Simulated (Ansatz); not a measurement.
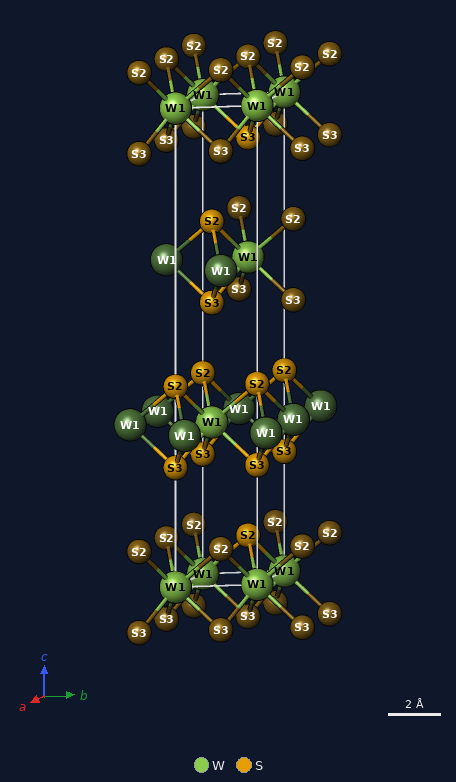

**Figure 1.** The structure (ball-and-stick view of the cell 3 times as large as that of the calculation, set on its symmetry axes, seen slightly off an axis; neighbours outside the cell are drawn fainter; atoms are numbered from 1 in the order of the input). An atom can appear more than once, as a periodic image. Near neighbours in the periodic cell (some may lie outside the picture): W has 6 S at 2.42 to 2.45 Å; S has 3 W at 2.42 to 2.45 Å.

# What a change does: single-point calculation on WS2

System: WS2 (R3m, 3 atoms in the cell).
Method of the first run: Kohn-Sham DFT of a periodic cell, LDA, all-electron LAPW, scalar-relativistic, no spin polarisation (Ansatz 0.2.0).

The structure derives from an entry of the Crystallography Open Database. Text and figures count atoms from 1; the logs count them from 0 in places.

## The input, the first run
```yaml
crystal:
  lattice:
    - [1.5997786986, 0.9236326623, 6.2444391255]
    - [-1.5997786986, 0.9236326623, 6.2444391255]
    - [0.0, -1.8472653246, 6.2444391255]
  atoms:
    - { symbol: W, position: [0.0, 0.0, 0.0] }
    - { symbol: S, position: [0.581, 0.581, 0.581] }
    - { symbol: S, position: [0.7503, 0.7503, 0.7503] }
kpoints:
  mp_grid: { grid: [10, 10, 10] }
scf:
  occupations: { method: fermi_dirac, width: 0.05 }
hamiltonian:
  xc: lda
  pseudopotentials: { kind: all_electron, lapw: { basis_error: 0.002 } }
output:
  forces: true
  stress: true
  eigenvalues: true
```

Launched with:
```bash
ansatz run input.yaml --threads 2 --pin off --max-ram 6144MiB --backend cpu --events-out ev --progress --plain --runs-dir out
```

Hardware: 2 threads of Arm Neoverse V1, 112 GiB of memory available, shared host.

## Output, shortened to warnings, some set-up lines, iterations and results (the first run)
```
Basis set: ecut = 256.5391626720972 eV, 527 PW (Γ), FFT grids on a1−a3, a2−a3, a3, exchange–correlation at level 2
Symmetry: 6 space group operations
k-points: 116 of 1000 (time reversal used)
Initial density: superposition of atomic densities (chi_scale 0.1, normalization cell, long waves kept (reshape's long-wave potential 0.08 eV rms))
[...]
SCF iter   1: F=—  HF=-460610.957446 eV  |F-HF|=—  |Δ(HF+E_count)|=         —  Δρ=3.63e-2  dr2=7.96e-1  ethr=1.20e-3  ⟨swp⟩=2.0  Hψ=30504  notcnv=0
SCF iter   2: F=—  HF=-460610.668883 eV  |F-HF|=—  |Δ(HF+E_count)|=   2.89e-1  Δρ=1.84e-2  dr2=5.68e-1  ethr=1.20e-3  ⟨swp⟩=2.8  Hψ=13937  notcnv=0
SCF iter   3: F=—  HF=-460610.569469 eV  |F-HF|=—  |Δ(HF+E_count)|=   9.94e-2  Δρ=1.25e-2  dr2=8.88e-2  ethr=8.61e-4  ⟨swp⟩=3.0  Hψ=13995  notcnv=0
SCF iter   4: F=—  HF=-460610.546160 eV  |F-HF|=—  |Δ(HF+E_count)|=   2.33e-2  Δρ=6.41e-3  dr2=2.48e-2  ethr=1.35e-4  ⟨swp⟩=2.0  Hψ=13460  notcnv=0
SCF iter   5: F=—  HF=-460610.538321 eV  |F-HF|=—  |Δ(HF+E_count)|=         —  Δρ=1.52e-3  dr2=1.58e-3  ethr=2.40e-6  ⟨swp⟩=2.0  Hψ=22750  notcnv=0
SCF iter   6: F=—  HF=-460610.538035 eV  |F-HF|=—  |Δ(HF+E_count)|=   2.86e-4  Δρ=3.03e-4  dr2=1.16e-4  ethr=2.40e-6  ⟨swp⟩=2.0  Hψ=12995  notcnv=0
SCF iter   7: F=—  HF=-460610.538017 eV  |F-HF|=—  |Δ(HF+E_count)|=   1.76e-5  Δρ=7.35e-5  dr2=3.89e-6  ethr=1.76e-7  ⟨swp⟩=2.0  Hψ=12995  notcnv=0
SCF iter   8: F=—  HF=-460610.538019 eV  |F-HF|=—  |Δ(HF+E_count)|=   1.13e-6  Δρ=2.70e-5  dr2=4.94e-7  ethr=5.89e-9  ⟨swp⟩=2.6  Hψ=13088  notcnv=0
SCF iter   9: F=—  HF=-460610.538019 eV  |F-HF|=—  |Δ(HF+E_count)|=   1.16e-7  Δρ=8.57e-6  dr2=8.17e-8  ethr=7.48e-10  ⟨swp⟩=3.0  Hψ=13274  notcnv=0
SCF iter  10: F=-460610.538019 eV  HF=-460610.538019 eV  |F-HF|=3.78e-9  |Δ(HF+E_count)|=   7.11e-8  Δρ=4.57e-6  dr2=1.51e-8  ethr=1.24e-10  ⟨swp⟩=2.1  Hψ=12998  notcnv=0
SCF 1 converged in 10 iterations: F = -460610.538019 eV  dr2 = 1.51e-8
SCF converged after 10 iterations
Free energy (F): -460610.538019 eV
Harris-Foulkes:  -460610.538019 eV  (|F-HF|=3.78e-9)
Internal energy: -460610.538018 eV  (E = F + TS)
E sigma→0 (E₀):  -460610.538018 eV
Entropy (-TS):   -0.000000 eV (-0.000 meV/atom)
Fermi energy:    13.750778 eV
--- Per-component energies (eV) ---
  E_band       = -4976.467860
  E_kinetic    = 513196.910007
  E_xc         = -9904.976999
  E_electrostatic = -963902.471026  (all electrons and nuclei)
  E_smearing   = -0.000000  (= −TS)
  E_closure    = 0.000000  (closes the sum)
  E_atoms      = -460585.883651  (free atoms, spherical and without spin; not in F)
  Σ components = -460610.538019   (vs F -460610.538019, Δ=0.00e0)
  Basis errors (estimates in eV, not in F): energy 8.6e-4 per atom: plane waves 7.9e-4 (4.6e-4 summed), levels above the bands 4.8e-71, relativity 9.8e-9, radial functions 6.3e-5, core shells 1.7e-6; eigenvalues (radial functions only) 2.6e-6; not estimated: angular momenta, meshes, grids; target …
--- Forces (eV/Å), atoms counted from 1 ---
  atom   1  W     -0.00000000    -0.00000000    -0.53198810
  atom   2  S      0.00000000     0.00000000     1.17962224
  atom   3  S     -0.00000000    -0.00000000    -0.64765339
  max |Σ_I F_I| component: 1.93e-5 eV/Å
--- Stress (GPa, compression-positive) ---
       -9.348774       0.000000      -0.000000
        0.000000      -9.348774      -0.000000
       -0.000000      -0.000000      -9.473138
  P = ⅓ Tr σ = -9.3902 GPa (-93.902 kbar)
```

The input of the second run differs as follows (lines with − go, lines with + come):
```diff
-  xc: lda
+  xc: pbesol
```

How does the second run compare with the first run?

The total energies belong to different methods, so their difference says nothing on which is more stable or more accurate. The gap on the mesh goes from 1.03 to 1.06 eV. The pressure goes from −9.39 to −6.57 GPa. The largest force goes from 1.180 to 0.996 eV/Å. The functional changes from LDA to PBEsol. Along LDA, PBEsol, PBE and RPBE the binding weakens and the preferred volume grows, so the same cell is under more pressure with the later ones. The number of SCF iterations is the same. The plane waves at Γ go from 527 to 515.

## Output, shortened to warnings, some set-up lines, iterations and results (the second run)
```
Basis set: ecut = 256.0246498135533 eV, 515 PW (Γ), FFT grids on a1−a3, a2−a3, a3, exchange–correlation at level 2
Symmetry: 6 space group operations
k-points: 116 of 1000 (time reversal used)
Initial density: superposition of atomic densities (chi_scale 0.1, normalization cell, long waves kept (reshape's long-wave potential 0.08 eV rms))
[...]
SCF iter   1: F=—  HF=-460768.078083 eV  |F-HF|=—  |Δ(HF+E_count)|=         —  Δρ=3.59e-2  dr2=7.69e-1  ethr=1.16e-3  ⟨swp⟩=2.0  Hψ=30536  notcnv=0
SCF iter   2: F=—  HF=-460767.803719 eV  |F-HF|=—  |Δ(HF+E_count)|=   2.74e-1  Δρ=1.83e-2  dr2=5.66e-1  ethr=1.16e-3  ⟨swp⟩=2.7  Hψ=13914  notcnv=0
SCF iter   3: F=—  HF=-460767.707561 eV  |F-HF|=—  |Δ(HF+E_count)|=   9.62e-2  Δρ=1.24e-2  dr2=8.50e-2  ethr=8.57e-4  ⟨swp⟩=3.0  Hψ=13984  notcnv=0
SCF iter   4: F=—  HF=-460767.687978 eV  |F-HF|=—  |Δ(HF+E_count)|=   1.96e-2  Δρ=6.37e-3  dr2=2.43e-2  ethr=1.29e-4  ⟨swp⟩=2.0  Hψ=13397  notcnv=0
SCF iter   5: F=—  HF=-460767.681635 eV  |F-HF|=—  |Δ(HF+E_count)|=         —  Δρ=1.53e-3  dr2=1.63e-3  ethr=2.47e-6  ⟨swp⟩=2.0  Hψ=22688  notcnv=0
SCF iter   6: F=—  HF=-460767.681580 eV  |F-HF|=—  |Δ(HF+E_count)|=   5.48e-5  Δρ=3.21e-4  dr2=1.44e-4  ethr=2.46e-6  ⟨swp⟩=2.4  Hψ=13046  notcnv=0
SCF iter   7: F=—  HF=-460767.681592 eV  |F-HF|=—  |Δ(HF+E_count)|=   1.21e-5  Δρ=8.34e-5  dr2=5.34e-6  ethr=2.19e-7  ⟨swp⟩=3.0  Hψ=13258  notcnv=0
SCF iter   8: F=—  HF=-460767.681600 eV  |F-HF|=—  |Δ(HF+E_count)|=   8.04e-6  Δρ=2.84e-5  dr2=6.58e-7  ethr=8.09e-9  ⟨swp⟩=3.0  Hψ=13796  notcnv=0
SCF iter   9: F=—  HF=-460767.681602 eV  |F-HF|=—  |Δ(HF+E_count)|=   1.16e-6  Δρ=8.70e-6  dr2=6.69e-8  ethr=9.97e-10  ⟨swp⟩=3.0  Hψ=13913  notcnv=0
SCF iter  10: F=-460767.681602 eV  HF=-460767.681602 eV  |F-HF|=4.25e-8  |Δ(HF+E_count)|=   8.39e-8  Δρ=4.09e-6  dr2=1.13e-8  ethr=1.01e-10  ⟨swp⟩=3.0  Hψ=13593  notcnv=0
SCF 1 converged in 10 iterations: F = -460767.681602 eV  dr2 = 1.13e-8
SCF converged after 10 iterations
Free energy (F): -460767.681602 eV
Harris-Foulkes:  -460767.681602 eV  (|F-HF|=4.25e-8)
Internal energy: -460767.681601 eV  (E = F + TS)
E sigma→0 (E₀):  -460767.681601 eV
Entropy (-TS):   -0.000000 eV (-0.000 meV/atom)
Fermi energy:    13.931610 eV
--- Per-component energies (eV) ---
  E_band       = -4969.956083
  E_kinetic    = 513472.493652
  E_xc         = -10064.109186
  E_electrostatic = -964176.066068  (all electrons and nuclei)
  E_smearing   = -0.000000  (= −TS)
  E_closure    = 0.000000  (closes the sum)
  E_atoms      = -460744.039139  (free atoms, spherical and without spin; not in F)
  Σ components = -460767.681602   (vs F -460767.681602, Δ=0.00e0)
  Basis errors (estimates in eV, not in F): energy 9.2e-4 per atom: plane waves 8.3e-4 (4.8e-4 summed), levels above the bands 4.4e-71, relativity 4.7e-8, radial functions 9.2e-5, core shells 1.7e-6; eigenvalues (radial functions only) 2.6e-6; not estimated: angular momenta, meshes, grids; target …
--- Forces (eV/Å), atoms counted from 1 ---
  atom   1  W     -0.00000000    -0.00000000    -0.54611886
  atom   2  S      0.00000000     0.00000000     0.99608546
  atom   3  S     -0.00000000    -0.00000000    -0.44998640
  max |Σ_I F_I| component: 1.98e-5 eV/Å
--- Stress (GPa, compression-positive) ---
       -6.712210       0.000000      -0.000000
        0.000000      -6.712210      -0.000000
       -0.000000       0.000000      -6.292750
  P = ⅓ Tr σ = -6.5724 GPa (-65.724 kbar)
```

## The two runs side by side

| quantity | the first run | the second run |
| --- | --- | --- |
| outcome | converged | converged |
| free energy per atom (eV) | −153536.8460 | −153589.2272 |
| gap on the mesh (eV) | 1.03 | 1.06 |
| pressure (GPa) | −9.39 | −6.57 |
| largest force (eV/Å) | 1.180 | 0.996 |
| SCF iterations | 10 | 10 |
| irreducible k-points | 116 | 116 |
| plane waves at Γ | 527 | 515 |
| wall time (shared host) | 72 s | 75 s |

For both runs: Spin–orbit coupling is left out, which matters for W. For the first run: The cell is under a tension of 9.4 GPa at this level, so it is not at its equilibrium volume. For the second run: The cell is under a tension of 6.6 GPa at this level, so it is not at its equilibrium volume.
